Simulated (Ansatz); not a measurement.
# Graphite under LDA: how the Methfessel-Paxton smearing moves the result, part 2 of 2

How small must the Methfessel-Paxton smearing width be for energy and pressure to settle? The geometry was relaxed under LDA beforehand and stays fixed; 7 values are run, from 0.01 to 1.0 eV. Wanted are the values from which on the energy stays within 10 and 1 meV/atom, and the pressure within 0.5 GPa, of the narrowest run. Within the series other settings stay, but some runs also write fields, which adds to their time. Spin polarisation is left out.

Ansatz 0.2.0; DFT LDA, plane waves with PAW, scalar-relativistic. The steps go on from the part before.

## Step 7: With a width of 0.6 eV

The run at 0.6 eV.

Input file input.yaml:

```yaml
crystal:
  lattice:
    - [2.4449954633, 0.0, 0.0]
    - [-1.2224977317, 2.1174281834, 0.0]
    - [0.0, 0.0, 6.6104633561]
  atoms:
    - { symbol: C, position: [1.0, 1.0, 0.25] }
    - { symbol: C, position: [0.0, 0.0, 0.75] }
    - { symbol: C, position: [0.3333333333, 0.6666666667, 0.25] }
    - { symbol: C, position: [0.6666666667, 0.3333333333, 0.75] }
hamiltonian:
  xc: lda
  pseudopotentials:
    kind: paw
    azcp:
      C: "pseudopotentials/C.paw.azcp"
basis:
  ecutwfc: 420
  fft_grid_basis: typed
kpoints:
  mp_grid: { grid: [15, 15, 5], shift: [0, 0, 0] }
magnetization:
  spin_polarized: false
scf:
  occupations: { method: methfessel_paxton, width: 0.6 }
  lower_state_search: "off"
output:
  stress: true
```

The run is started by

```
$ ansatz run input.yaml --threads 2 --pin off --max-ram 5120MiB --backend cpu --events-out ev --progress --plain --runs-dir out
```

What it wrote:

```text
Warning: <dir> the record states the generating functional pbe (its physics header spells it `PBE`), which answers neither for hamiltonian.xc's functional nor for the lda family's — results may be inconsistent (PPs are generated against a specific XC)
Warning: RAYON_NUM_THREADS=2 ignored (pool sized by the plan → 2); use --threads N
Engine: ansatz 0.2.0, aarch64-unknown-linux-gnu
Pseudopotentials: kind: paw
Pseudopotential: C, paw, valence charge 4, recommended cutoff 420 eV (normal), <dir>
Functional definition: SPW92
  exchange = slater_x
  correlation = pw_c
Crystal: 4 atoms, lattice volume = 34.223 Å³
Basis set: ecut = 420 eV, 653 PW (Γ)
Bands: 12, of which v1, the nominal top of the filled ones, is band 8 counted from 1 (7 counted from 0)
Symmetry: 24 space group operations
Space group: P63/mmc (ITA 194), of the structure as read, at distance tolerance 3.2e-5 Å
k-points: 81 of 1125
Non-local potential: C, projectors of the file, l = 0: 2, l = 1: 2, l = 2: 1
PAW form: soft (Blöchl's): semilocal exchange-correlation on the pseudo side does not see the compensation charge
PAW frozen core: C, regenerated for the run's functional, and the local potential with it (the file was generated under x = pbe(κ = 0.804, μ = 0.2195149727645171), c = pbe(β = 0.06672455060314922))
PAW one-centre angular grid: C, 110 points (default); XC on 64 Gauss nodes
Initial density: superposition of atomic densities (neutral atoms: chi_scale 0, normalization atom), corrected by the library's trained network
Initial wavefunctions: pseudopotential atomic-orbital guess
Functional: x = slater, c = lda
SCF iter   1: F=—  HF=-971.931963 eV  |F-HF|=—  |Δ(HF+E_count)|=         —  Δρ=5.94e-3  dr2=4.40e-3  ethr=1.77e-3  ⟨swp⟩=5.1  Hψ=4960  notcnv=0
preconditioner: auto → none  [metal: Δε(μ)=0.024 eV  Ē_g=15.755 eV  σ=0.600 eV  W_gap=0.03  n_scr=4 (ndim 8)  ℏωp=25.4 eV  f_vac=0.000  D(μ)=0.05/eV (n_scr^D=0)  sad-step TF]
SCF iter   2: F=—  HF=-971.931760 eV  |F-HF|=—  |Δ(HF+E_count)|=   2.03e-4  S|Δr|=    0.00e0  Δρ=3.39e-3  dr2=1.71e-3  ethr=2.75e-5  ⟨swp⟩=1.9  Hψ=1918  notcnv=0
SCF iter   3: F=—  HF=-971.931474 eV  |F-HF|=—  |Δ(HF+E_count)|=   2.86e-4  S|Δr|=    0.00e0  Δρ=2.57e-4  dr2=1.18e-5  ethr=1.07e-5  ⟨swp⟩=1.0  Hψ=978  notcnv=0
SCF iter   4: F=—  HF=-971.931475 eV  |F-HF|=—  |Δ(HF+E_count)|=   5.93e-7  S|Δr|=    0.00e0  Δρ=5.35e-5  dr2=3.59e-7  ethr=7.36e-8  ⟨swp⟩=2.0  Hψ=1576  notcnv=0
SCF iter   5: F=-971.931475 eV  HF=-971.931475 eV  |F-HF|=3.83e-9  |Δ(HF+E_count)|=   2.17e-7  S|Δr|=    0.00e0  Δρ=9.35e-6  dr2=1.80e-8  ethr=6.25e-10  ⟨swp⟩=5.0  Hψ=3593  notcnv=0
SCF 1 converged in 5 iterations: F = -971.931475 eV  dr2 = 1.80e-8
SCF converged after 5 iterations
Stability not checked: this state was not tested for a lower state beside it, because cold or Methfessel-Paxton smearing, or corrected tetrahedra, fill the levels in a way that the test cannot read (fill_not_monotonic; see scf.lower_state_search)
Free energy (F): -971.931475 eV
Harris-Foulkes:  -971.931475 eV  (|F-HF|=3.83e-9)
Internal energy: -971.937780 eV  (E = F + TS)
E sigma→0 (E₀):  -971.933051 eV
Entropy (-TS):   0.006305 eV (1.576 meV/atom)
Fermi energy:    7.035952 eV
--- Per-component energies (eV) ---
  E_band       = -33.344516
  E_kinetic    = 366.158897
  E_local      = -605.253746  (includes V_loc(G=0)·N_el)
  E_nonlocal   = 114.291924
  E_hartree    = 179.811856
  E_xc         = -190.732272
  E_vxc        = -237.161552  (∫ρ·V_xc dr)
  E_paw        = -367.849662  (= ΣΔE_a)
  E_vpaw       = -31.005810  (= ΣTr[D̂ρ^β])
  E_aug_tail   = 0.000036  (compensation charges beyond the density's cutoff)
  E_ewald      = -468.616144
  E_core_change = 0.251330  (= ΣΔE_core)
  E_smearing   = 0.006305  (= −TS)
  E_closure    = -0.000000  (closes the sum)
  Σ components = -971.931475   (vs F -971.931475, Δ=0.00e0)
--- Stress (GPa, compression-positive) ---
       -0.086610      -0.000000       0.000000
       -0.000000      -0.086610       0.000000
        0.000000       0.000000       0.162271
  P = ⅓ Tr σ = -0.0036 GPa (-0.036 kbar)
```

It took 1 s on 2 threads of Arm Neoverse V1, shared host; peak memory 0.29 GiB.

## Step 8: With a width of 1.0 eV

The run at 1.0 eV.

input.yaml: that of step 7 with these lines changed.

```diff
@@ -24,3 +24,3 @@
 scf:
-  occupations: { method: methfessel_paxton, width: 0.6 }
+  occupations: { method: methfessel_paxton, width: 1.0 }
   lower_state_search: "off"
@@ -28 +28,5 @@
   stress: true
+  write_density: true
+  write_potential: true
+  elf: true
+  volumetric_format: npy
```

The run is started by

```
$ ansatz run input.yaml --threads 2 --pin off --max-ram 5120MiB --backend cpu --events-out ev --progress --plain --runs-dir out
```

What it wrote:

```text
Warning: <dir> the record states the generating functional pbe (its physics header spells it `PBE`), which answers neither for hamiltonian.xc's functional nor for the lda family's — results may be inconsistent (PPs are generated against a specific XC)
Warning: RAYON_NUM_THREADS=2 ignored (pool sized by the plan → 2); use --threads N
band count auto-derived: 13 (N_el = 16.0; filled up to band 8; 12 by the electrons, moments and atoms)
[... 6 set-up lines as earlier in the session ...]
Crystal: 4 atoms, lattice volume = 34.223 Å³
Basis set: ecut = 420 eV, 653 PW (Γ)
Bands: 13, of which v1, the nominal top of the filled ones, is band 8 counted from 1 (7 counted from 0)
[... 2 set-up lines as earlier in the session ...]
k-points: 81 of 1125
[... 7 set-up lines as earlier in the session ...]
SCF iter   1: F=—  HF=-971.919023 eV  |F-HF|=—  |Δ(HF+E_count)|=         —  Δρ=5.96e-3  dr2=4.44e-3  ethr=1.77e-3  ⟨swp⟩=5.0  Hψ=5135  notcnv=0
preconditioner: auto → none  [metal: Δε(μ)=0.227 eV  Ē_g=16.466 eV  σ=1.000 eV  W_gap=0.19  n_scr=4 (ndim 8)  ℏωp=25.4 eV  f_vac=0.000  D(μ)=0.06/eV (n_scr^D=0)  sad-step TF]
SCF iter   2: F=—  HF=-971.918896 eV  |F-HF|=—  |Δ(HF+E_count)|=   1.27e-4  S|Δr|=    0.00e0  Δρ=3.39e-3  dr2=1.71e-3  ethr=2.78e-5  ⟨swp⟩=2.2  Hψ=2075  notcnv=0
SCF iter   3: F=—  HF=-971.918603 eV  |F-HF|=—  |Δ(HF+E_count)|=   2.93e-4  S|Δr|=    0.00e0  Δρ=2.76e-4  dr2=1.59e-5  ethr=1.07e-5  ⟨swp⟩=1.0  Hψ=1039  notcnv=0
SCF iter   4: F=—  HF=-971.918602 eV  |F-HF|=—  |Δ(HF+E_count)|=   1.63e-6  S|Δr|=    0.00e0  Δρ=6.15e-5  dr2=6.03e-7  ethr=9.93e-8  ⟨swp⟩=2.0  Hψ=1630  notcnv=0
SCF iter   5: F=-971.918602 eV  HF=-971.918602 eV  |F-HF|=7.68e-9  |Δ(HF+E_count)|=   1.46e-7  S|Δr|=    0.00e0  Δρ=1.39e-5  dr2=3.41e-8  ethr=6.25e-10  ⟨swp⟩=10.6  Hψ=7813  notcnv=0
SCF 1 converged in 5 iterations: F = -971.918602 eV  dr2 = 3.41e-8
SCF converged after 5 iterations
Stability not checked: this state was not tested for a lower state beside it, because cold or Methfessel-Paxton smearing, or corrected tetrahedra, fill the levels in a way that the test cannot read (fill_not_monotonic; see scf.lower_state_search)
Free energy (F): -971.918602 eV
Harris-Foulkes:  -971.918602 eV  (|F-HF|=7.68e-9)
Internal energy: -971.974009 eV  (E = F + TS)
E sigma→0 (E₀):  -971.932454 eV
Entropy (-TS):   0.055407 eV (13.852 meV/atom)
Fermi energy:    7.218076 eV
--- Per-component energies (eV) ---
  E_band       = -33.365796
  E_kinetic    = 366.139070
  E_local      = -605.278372  (includes V_loc(G=0)·N_el)
  E_nonlocal   = 114.287824
  E_hartree    = 179.828256
  E_xc         = -190.736345
  E_vxc        = -237.166919  (∫ρ·V_xc dr)
  E_paw        = -367.849665  (= ΣΔE_a)
  E_vpaw       = -31.005992  (= ΣTr[D̂ρ^β])
  E_aug_tail   = 0.000036  (compensation charges beyond the density's cutoff)
  E_ewald      = -468.616144
  E_core_change = 0.251330  (= ΣΔE_core)
  E_smearing   = 0.055407  (= −TS)
  E_closure    = -0.000000  (closes the sum)
  Σ components = -971.918602   (vs F -971.918602, Δ=0.00e0)
--- Stress (GPa, compression-positive) ---
       -0.235212      -0.000000       0.000000
       -0.000000      -0.235212       0.000000
        0.000000       0.000000       0.161357
  P = ⅓ Tr σ = -0.1030 GPa (-1.030 kbar)
--- Band table (eV; the first three rows and the last of 81) ---
  k-point 0: bands = ["-12.5990", "-12.2436", "-1.7689", "0.4261", "4.0558", "4.0558", "4.0763", "4.0763", "10.9887", "15.5041", "15.5041", "15.5633", "15.5633"]
  k-point 1: bands = ["-12.5674", "-12.2801", "-1.5925", "0.1676", "4.0580", "4.0580", "4.0744", "4.0744", "11.5044", "15.5097", "15.5097", "15.5564", "15.5564"]
  k-point 2: bands = ["-12.4824", "-12.3729", "-1.1073", "-0.4440", "4.0636", "4.0636", "4.0703", "4.0703", "12.8729", "14.7235", "15.5247", "15.5247", "15.5434"]
  k-point 80: bands = ["-5.4195", "-5.3766", "-5.3766", "-5.3513", "-3.6984", "-3.6984", "6.8010", "7.0491", "7.0491", "7.2606", "16.9710", "16.9710", "20.3359"]
```

Run time: 1.6 s. Hardware: 2 threads of Arm Neoverse V1, shared host; peak memory 0.3 GiB.

## Step 9: Convergence table

Differences are taken from the run at 0.01 eV.

```csv
smearing (eV),F (meV/atom),E(σ → 0) (meV/atom),P (GPa),SCF cycles,CPU time
0.01,0.00,0.00,0.01,5,2.5 s
0.03,0.00,0.00,0.01,5,1.8 s
0.1,-0.07,-0.05,0.02,5,1.6 s
0.2,-0.18,-0.13,0.02,5,1.8 s
0.3,-0.28,-0.21,0.02,5,2.4 s
0.6,-0.14,-0.53,0.00,5,1.8 s
1.0,3.08,-0.38,-0.10,5,2.8 s
```

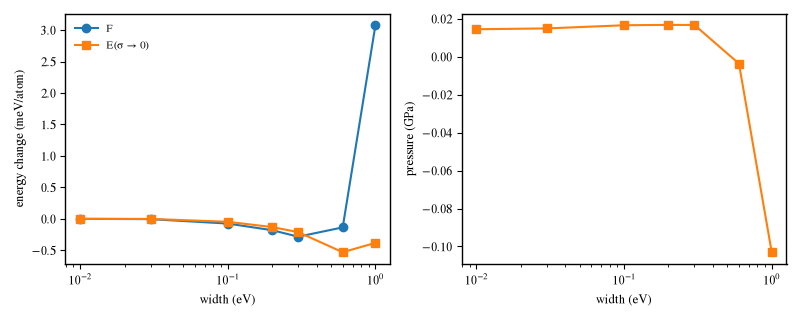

Energy and pressure against the Methfessel-Paxton smearing width.

## Step 10: What came out

What follows sums up all 2 parts.

| quantity | value |
| --- | --- |
| E(σ → 0) stays within 10 meV/atom of 0.01 eV | up to 1.0 eV |
| E(σ → 0) stays within 1 meV/atom | up to 1.0 eV |
| pressure stays within 0.5 GPa | up to 1.0 eV |
| pressure at 0.01 eV | 0.01 GPa |

What this shows: At 1.0 eV the energy differs by -0.4 meV/atom and the pressure by -0.1 GPa. The free energy F moves by +3.1 meV/atom over the range, and the estimate for σ → 0 by -0.4. This scheme cancels the term in the square of the width, so F moves little up to 0.2 eV. The mesh (15×15×5) is fixed, so the narrowest widths carry a k-point error of their own. The cell taken over is 3 % smaller than the measured one (8.82 Å³/atom, COD).
